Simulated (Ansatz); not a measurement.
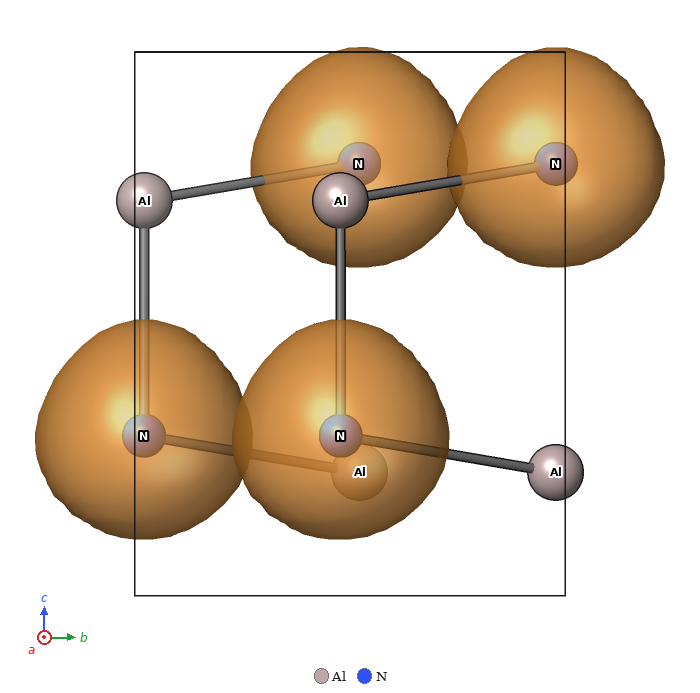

The picture shows: AlN. Isosurface of the valence charge density (pseudo) at 0.8 e/Å³ (orange), seen along the a axis. Sticks mark near contacts.

Space group Pna2₁; a point of a scan over the structure, not its minimum; a structure from a database of computed crystals, not necessarily the ambient phase; not relaxed (largest force 1.6 eV/Å); computed pressure about 7 GPa in this cell; PAW files of the earlier set (soft_1).

Method: Ansatz 0.2.0, DFT PBE, scalar-relativistic, plane waves, PAW.

In a PAW calculation such maps are meaningful between the atoms, not at the nuclei.

Which contacts does the surface bridge?

At this value the density breaks into separate islands; it holds about 50 % of the electrons treated as valence. It bridges none of the near contacts. It is pinched off along the sampled Al–N (1.81 Å) and Al–N (1.93 Å) contacts. On the grid the lowest density along these lines, outside the cores, is 0.64 e/Å³ (Al–N, 1.81 Å) and 0.52 e/Å³ (Al–N, 1.93 Å).
